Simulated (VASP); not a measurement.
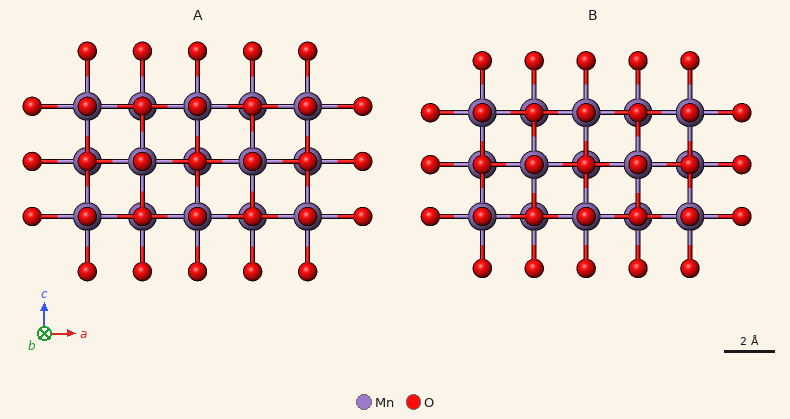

Two geometries of a crystal of MnO (set up in Fm-3m), drawn at one scale. One is the start of a relaxation, the other its converged end. A ball-and-stick model of the conventional cell (4 times the calculation's cell), repeated 2 × 1 × 1 with one cell outlined, seen along the b axis. Lengths and directions refer to the drawn axes.

Method: VASP 6.6.1, Kohn-Sham DFT of a periodic cell, LDA, VASP PAW LDA potentials, recommended. Settings: plane-wave cutoff 600 eV; k-point mesh 8 × 8 × 8; occupations fermi-dirac; smearing width 0.05 eV; collinear spin.

### Which geometry has the lower energy?

Structure B is the relaxed one. The run lets cell and atoms move. Over 2 geometry steps the energy falls by 118 meV per atom. All forces vanish by symmetry, so only the cell relaxes. Pressure: −16.56 GPa at the start and −0.16 GPa at the end. No atom moves by more than 0.005 Å relative to the cell. The volume changes by −16.4 %, with a = b = c 4.448 → 4.191 Å (−5.8 %). Near-neighbour distances that change, for instance: Mn–O 2.224 → 2.095 Å. The space group stays Fm-3m (No. 225). The volume changes by over a tenth within one run on a fixed set of plane waves, so the end point should be relaxed again from the new cell. It ran on 1 thread of Intel(R) Xeon(R) Platinum 8259CL CPU @ 2.50GHz (Skylake/Cascade Lake), on a shared host.
